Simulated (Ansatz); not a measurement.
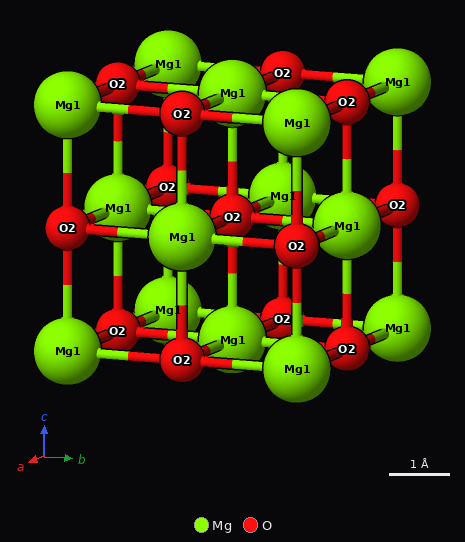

The structure (ball-and-stick view of the cell 4 times as large as that of the calculation, set on its symmetry axes, seen slightly off an axis; atoms are numbered from 1 in the order of the input).

**Two runs on MgO**

System: MgO (Fm-3m, 2 atoms in the cell).
Method of run A: DFT, r2SCAN, plane waves, PAW, no spin polarisation (Ansatz 0.2.0).

The structure derives from an entry of the Crystallography Open Database. The geometry comes from this level: r2SCAN. Text and figures count atoms from 1; the logs count them from 0 in places.

## Input file, run A
```yaml
crystal:
  lattice:
    - [0.0, 2.1021680266, 2.1021680266]
    - [2.1021680266, 0.0, 2.1021680266]
    - [2.1021680266, 2.1021680266, 0.0]
  atoms:
    - { symbol: Mg, position: [0.0, 0.0, 0.0] }
    - { symbol: O, position: [0.5, 0.5, 0.5] }
kpoints:
  mp_grid: { grid: [8, 8, 8] }
hamiltonian:
  xc: r2scan
scf:
  occupations: { method: fixed }
  n_extra_bands: 4
output:
  forces: true
  stress: true
  eigenvalues: true
```

Command:
```bash
ansatz run input.yaml --threads 2 --pin off --max-ram 3686MiB --backend cpu --events-out ev --progress --plain --runs-dir out
```

Hardware: 2 threads of Arm Neoverse V1, 24 GiB of memory available, shared host.

## Output, shortened to warnings, some set-up lines, iterations and results (run A)
```
Basis set: ecut = 500 eV, 459 PW (Γ), exchange–correlation on 96×96×96 points (64 copies of the dense FFT grid, shifted against one another)
Symmetry: 48 space group operations
k-points: 29 of 512
Initial density: superposition of atomic densities (neutral atoms: chi_scale 0, normalization atom), corrected by the library's trained network
[...]
SCF iter   1: F=—  HF=-2498.250874 eV  |F-HF|=—  |Δ(HF+E_count)|=         —  Δρ=9.84e-3  dr2=1.04e-2  dr2_τ=7.15e-2  ethr=1.77e-3  ⟨swp⟩=4.7  Hψ=1841  notcnv=0  defer=48
SCF iter   2: F=—  HF=-2498.334939 eV  |F-HF|=—  |Δ(HF+E_count)|=   8.41e-2  Δρ=4.72e-3  dr2=1.63e-3  dr2_τ=2.34e-4  ethr=6.48e-5  ⟨swp⟩=2.9  Hψ=909  notcnv=0  defer=56
SCF iter   3: F=—  HF=-2498.334992 eV  |F-HF|=—  |Δ(HF+E_count)|=   5.27e-5  Δρ=9.64e-4  dr2=8.69e-5  dr2_τ=1.43e-5  ethr=1.02e-5  ⟨swp⟩=3.0  Hψ=519  notcnv=0  defer=56
SCF iter   4: F=—  HF=-2498.334987 eV  |F-HF|=—  |Δ(HF+E_count)|=   5.11e-6  Δρ=2.19e-4  dr2=5.78e-6  dr2_τ=8.89e-7  ethr=5.43e-7  ⟨swp⟩=2.0  Hψ=440  notcnv=0  defer=31
SCF iter   5: F=-2498.334985 eV  HF=-2498.334985 eV  |F-HF|=7.26e-8  |Δ(HF+E_count)|=   1.58e-6  Δρ=2.84e-5  dr2=7.35e-8  dr2_τ=1.95e-8  ethr=3.61e-8  ⟨swp⟩=2.0  Hψ=453  …
SCF iter   6: F=-2498.334985 eV  HF=-2498.334985 eV  |F-HF|=9.03e-10  |Δ(HF+E_count)|=   9.59e-8  Δρ=8.56e-6  dr2=2.63e-9  dr2_τ=1.08e-9  ethr=4.60e-10  ⟨swp⟩=4.3  Hψ=1686  …
SCF 1 converged in 6 iterations: F = -2498.334985 eV  dr2 = 2.63e-9
SCF converged after 6 iterations
Free energy (F): -2498.334985 eV
Harris-Foulkes:  -2498.334985 eV  (|F-HF|=9.03e-10)
Internal energy: -2498.334985 eV  (E = F + TS)
E sigma→0 (E₀):  -2498.334985 eV
Fermi energy:    7.786036 eV
--- Per-component energies (eV) ---
  E_band       = -311.230624
  E_kinetic    = 256.748408
  E_local      = -1601.533155  (includes V_loc(G=0)·N_el)
  E_nonlocal   = 142.538520
  E_hartree    = 554.982384
  E_xc         = -103.293949
  E_vxc        = -149.070909  (∫ρ·V_xc dr)
  E_paw        = -455.984027  (= ΣΔE_a)
  E_vpaw       = -79.515478  (= ΣTr[D̂ρ^β])
  E_aug_tail   = 0.001032  (compensation charges beyond the density's cutoff)
  E_vtau       = 9.637004  (kinetic-family band-sum trace: ∫τ·v_τ [+ j·A + Jᵃ·Aᵃ] dr)
  E_ewald      = -1291.736050
  E_core_change = -0.058149  (= ΣΔE_core)
  E_smearing   = -0.000000  (= −TS)
  E_closure    = 0.000000  (closes the sum)
  Σ components = -2498.334985   (vs F -2498.334985, Δ=0.00e0)
--- Forces (eV/Å), atoms counted from 1 ---
  atom   1  Mg    -0.00000000     0.00000000    -0.00000000
  atom   2  O      0.00000000    -0.00000000    -0.00000000
  max |Σ_I F_I| component: 1.09e-29 eV/Å
--- Stress (GPa, compression-positive) ---
        0.014028      -0.000000      -0.000000
        0.000000       0.014028      -0.000000
       -0.000000       0.000000       0.014028
  P = ⅓ Tr σ = 0.0140 GPa (0.140 kbar)
```

The input of run B differs as follows (lines with − go, lines with + come):
```diff
-    - [0.0, 2.1021680266, 2.1021680266]
-    - [2.1021680266, 0.0, 2.1021680266]
-    - [2.1021680266, 2.1021680266, 0.0]
+    - [0.0, 2.0809325543, 2.0809325543]
+    - [2.0809325543, 0.0, 2.0809325543]
+    - [2.0809325543, 2.0809325543, 0.0]
```

Predict how the results change.

With the same functional and potentials, run B lies 4.6 meV per atom higher. The gap on the mesh goes from 5.68 to 6.00 eV. The pressure goes from 0.01 to 5.42 GPa. The volume per atom goes from 9.29 to 9.01 Å³. The cell is scaled evenly with the atoms at fixed fractional positions, so −ΔP/Δ ln V estimates the bulk modulus midway between the two volumes: about 180 GPa. The number of SCF iterations is the same.

## Output, shortened to warnings, some set-up lines, iterations and results (run B)
```
Basis set: ecut = 500 eV, 459 PW (Γ), exchange–correlation on 96×96×96 points (64 copies of the dense FFT grid, shifted against one another)
Symmetry: 48 space group operations
k-points: 29 of 512
Initial density: superposition of atomic densities (neutral atoms: chi_scale 0, normalization atom), corrected by the library's trained network
[...]
SCF iter   1: F=—  HF=-2498.237361 eV  |F-HF|=—  |Δ(HF+E_count)|=         —  Δρ=9.79e-3  dr2=9.25e-3  dr2_τ=7.64e-2  ethr=1.77e-3  ⟨swp⟩=4.7  Hψ=1843  notcnv=0  defer=48
SCF iter   2: F=—  HF=-2498.325721 eV  |F-HF|=—  |Δ(HF+E_count)|=   8.84e-2  Δρ=4.63e-3  dr2=1.64e-3  dr2_τ=1.92e-4  ethr=5.78e-5  ⟨swp⟩=3.0  Hψ=918  notcnv=0  defer=56
SCF iter   3: F=—  HF=-2498.325782 eV  |F-HF|=—  |Δ(HF+E_count)|=   6.10e-5  Δρ=1.02e-3  dr2=6.15e-5  dr2_τ=1.06e-5  ethr=1.02e-5  ⟨swp⟩=3.0  Hψ=640  notcnv=0  defer=56
SCF iter   4: F=—  HF=-2498.325785 eV  |F-HF|=—  |Δ(HF+E_count)|=   2.99e-6  Δρ=2.38e-4  dr2=9.08e-6  dr2_τ=9.35e-7  ethr=3.84e-7  ⟨swp⟩=2.5  Hψ=552  notcnv=0  defer=56
SCF iter   5: F=-2498.325782 eV  HF=-2498.325782 eV  |F-HF|=1.22e-7  |Δ(HF+E_count)|=   2.67e-6  Δρ=3.26e-5  dr2=6.02e-8  dr2_τ=2.71e-8  ethr=5.67e-8  ⟨swp⟩=2.0  Hψ=439  …
SCF iter   6: F=-2498.325782 eV  HF=-2498.325782 eV  |F-HF|=4.39e-10  |Δ(HF+E_count)|=   1.34e-7  Δρ=9.28e-6  dr2=3.92e-9  dr2_τ=9.90e-10  ethr=3.76e-10  ⟨swp⟩=4.8  Hψ=1729  …
SCF 1 converged in 6 iterations: F = -2498.325782 eV  dr2 = 3.92e-9
SCF converged after 6 iterations
Free energy (F): -2498.325782 eV
Harris-Foulkes:  -2498.325782 eV  (|F-HF|=4.39e-10)
Internal energy: -2498.325782 eV  (E = F + TS)
E sigma→0 (E₀):  -2498.325782 eV
Fermi energy:    8.167722 eV
--- Per-component energies (eV) ---
  E_band       = -304.793463
  E_kinetic    = 257.678916
  E_local      = -1582.272449  (includes V_loc(G=0)·N_el)
  E_nonlocal   = 142.599993
  E_hartree    = 548.162750
  E_xc         = -103.595943
  E_vxc        = -149.457318  (∫ρ·V_xc dr)
  E_paw        = -455.923933  (= ΣΔE_a)
  E_vpaw       = -79.288429  (= ΣTr[D̂ρ^β])
  E_aug_tail   = 0.000973  (compensation charges beyond the density's cutoff)
  E_vtau       = 9.619913  (kinetic-family band-sum trace: ∫τ·v_τ [+ j·A + Jᵃ·Aᵃ] dr)
  E_ewald      = -1304.917940
  E_core_change = -0.058149  (= ΣΔE_core)
  E_smearing   = -0.000000  (= −TS)
  E_closure    = 0.000000  (closes the sum)
  Σ components = -2498.325782   (vs F -2498.325782, Δ=0.00e0)
--- Forces (eV/Å), atoms counted from 1 ---
  atom   1  Mg    -0.00000000     0.00000000     0.00000000
  atom   2  O      0.00000000    -0.00000000     0.00000000
  max |Σ_I F_I| component: 1.33e-29 eV/Å
--- Stress (GPa, compression-positive) ---
        5.419544      -0.000000      -0.000000
       -0.000000       5.419544       0.000000
       -0.000000      -0.000000       5.419544
  P = ⅓ Tr σ = 5.4195 GPa (54.195 kbar)
```

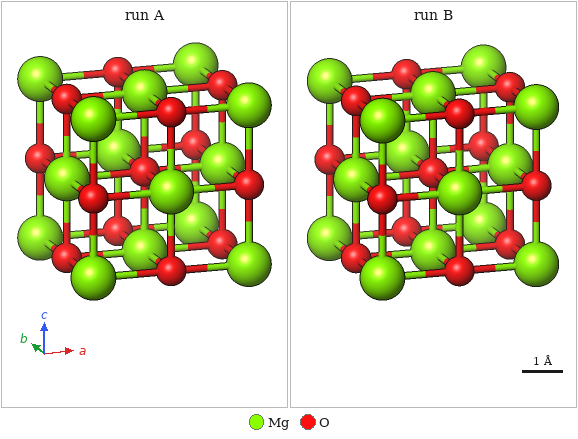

The two input geometries at one scale (ball-and-stick view of the cell 4 times as large as that of the calculation, set on its symmetry axes, seen slightly off an axis). The atoms keep their places relative to the cell (all moves are under 0.005 Å). The drawn cell changes as follows: a = b = c 4.204 → 4.162 Å (−1.0 %); the volume changes by −3.0 %. Among the contacts that change: Mg–O 2.102 → 2.081 Å.

## The two runs side by side

| quantity | run A | run B |
| --- | --- | --- |
| outcome | converged | converged |
| free energy per atom (eV) | −1249.1675 | −1249.1629 |
| gap on the mesh (eV) | 5.68 | 6.00 |
| pressure (GPa) | 0.01 | 5.42 |
| volume per atom (Å³) | 9.29 | 9.01 |
| largest force (eV/Å) | 0.000 | 0.000 |
| SCF iterations | 6 | 6 |
| irreducible k-points | 29 | 29 |
| plane waves at Γ | 459 | 459 |
| wall time (shared host) | 0.95 s | 0.96 s |

For run B: The cell is under a pressure of 5.4 GPa at this level, so it is not at its equilibrium volume.
